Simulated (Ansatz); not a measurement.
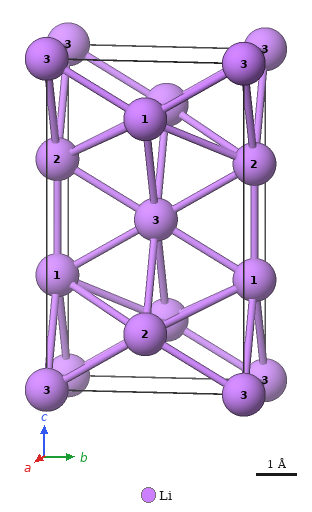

Starting structure of crystalline Li (a generated structure, set up in Immm). A ball-and-stick model of the conventional cell (2 times the calculation's cell), seen slightly off an axis. Lengths and directions refer to the drawn axes.

Level of theory: Ansatz 0.2.0, DFT PBE, scalar-relativistic, plane waves, PAW.

Input file:
```yaml
crystal:
  lattice:
    - [-1.430729, 2.528922, 4.2069141]
    - [1.430729, -2.528922, 4.2069141]
    - [1.430729, 2.528922, -4.2069141]
  atoms:
    - { symbol: Li, position: [0.324807, 0.824807, 0.5] }
    - { symbol: Li, position: [0.675193, 0.175193, 0.5] }
    - { symbol: Li, position: [0.0, 0.0, 0.0] }
basis:
  ecutwfc: 420
kpoints:
  mp_grid: { grid: [18, 18, 18] }
hamiltonian:
  xc: pbe
scf:
  occupations: { method: fermi_dirac, width: 0.15 }
output:
  forces: true
  stress: true
  eigenvalues: true
relax:
  adjacent_minimum: "off"
  f_tol: 0.001
  max_steps: 60
  cell: { stress_tol: 0.01 }
```

Run as
```bash
ansatz run input.yaml --threads 1 --pin off --max-ram 3072MiB --backend cpu --events-out ev --progress --plain --runs-dir out
```

Predict the outcome.

No atom moves by more than 0.005 Å relative to the cell. The volume changes by +0.4 %, with a 2.861 → 2.854 Å (−0.2 %), b 5.058 → 5.061 Å (+0.1 %), c 8.414 → 8.463 Å (+0.6 %). Some distances before and after: Li1–Li2 2.948 → 2.962 Å, Li1–Li3 3.085 → 3.099 Å, Li1–Li1 2.861 → 2.854 Å, Li1–Li3 (another image) 2.927 → 2.932 Å. The space group stays Immm (No. 71). The energy falls by 0.1 meV per atom in 3 accepted moves (4 points after the start). Largest force component: 0.00095 eV/Å at the start, 0.00037 eV/Å at the end. The pressure goes from 0.06 to 0.00 GPa. The SCF was repeated once at an unchanged geometry on a basis and grid sized afresh for the cell, which shifted the energy by less than 0.05 meV per atom at most.

History of the run:

```json
{"step": "0", "E − E(0), meV/atom": "0.00", "largest force component, eV/Å": "0.0009", "pressure, GPa": "0.06", "volume, Å³/atom": "20.295", "note": ""}
{"step": "1", "E − E(0), meV/atom": "-0.06", "largest force component, eV/Å": "0.0002", "pressure, GPa": "0.02", "volume, Å³/atom": "20.343", "note": ""}
{"step": "2", "E − E(0), meV/atom": "-0.08", "largest force component, eV/Å": "0.0008", "pressure, GPa": "0.00", "volume, Å³/atom": "20.378", "note": ""}
{"step": "3", "E − E(0), meV/atom": "-0.08", "largest force component, eV/Å": "0.0004", "pressure, GPa": "0.00", "volume, Å³/atom": "20.377", "note": ""}
{"step": "4", "E − E(0), meV/atom": "-0.08", "largest force component, eV/Å": "0.0004", "pressure, GPa": "0.00", "volume, Å³/atom": "20.377", "note": "same geometry, new basis"}
```

Final geometry:

```
CELL_PARAMETERS angstrom
-1.42725 2.53035 4.23170
1.42725 -2.53035 4.23170
1.42725 2.53035 -4.23170
ATOMIC_POSITIONS crystal
Li 0.32498 0.82498 0.50000
Li 0.67502 0.17502 0.50000
Li 0.00000 0.00000 0.00000
```
